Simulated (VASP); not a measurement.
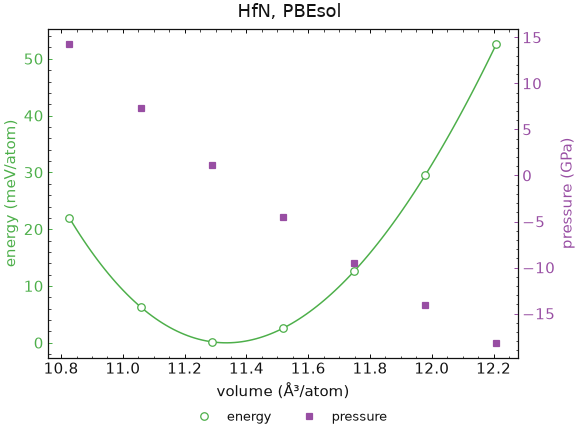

Plotted: energy and pressure against volume for HfN, space group P6_3/mmc (No. 194).

Starting cell:
```cif
data_structure
_symmetry_space_group_name_H-M 'P 1'
_symmetry_Int_Tables_number 1
_cell_length_a 3.1339
_cell_length_b 3.1339
_cell_length_c 5.4168
_cell_angle_alpha 90.000
_cell_angle_beta 90.000
_cell_angle_gamma 120.000
_cell_volume 46.07
loop_
_atom_site_label
_atom_site_type_symbol
_atom_site_fract_x
_atom_site_fract_y
_atom_site_fract_z
_atom_site_occupancy
Hf1 Hf 0.33333 0.66667 0.25000 1
Hf2 Hf 0.66667 0.33333 0.75000 1
N1 N 0.00000 0.00000 0.50000 1
N2 N 0.00000 0.00000 0.00000 1
```

Calculation (VASP 6.6.1): plane-wave DFT, no spin polarisation; energies at scaled volumes of the given cell, shape and fractions fixed, counted from the fit's minimum, third-order Birch-Murnaghan fit. Level: PBEsol.

k mesh 10×10×5; occupations Fermi–Dirac; smearing width 0.05 eV; potentials VASP PAW PBE potentials, recommended; wave cutoff 520 eV.

> Give the fitted equation-of-state parameters.

A third-order Birch–Murnaghan fit gives V0 = 11.34 Å³/atom, B0 = 285 GPa and B′ = 4.3.

> What does the pressure do across the range?

It falls from 14.31 GPa at volume 10.83 Å³/atom to −18.18 GPa at 12.21 Å³/atom, and changes sign near 11.33 Å³/atom.

Keep in mind: shape and atomic fractions are frozen while scaling, which makes layered, chain and framework solids too stiff.
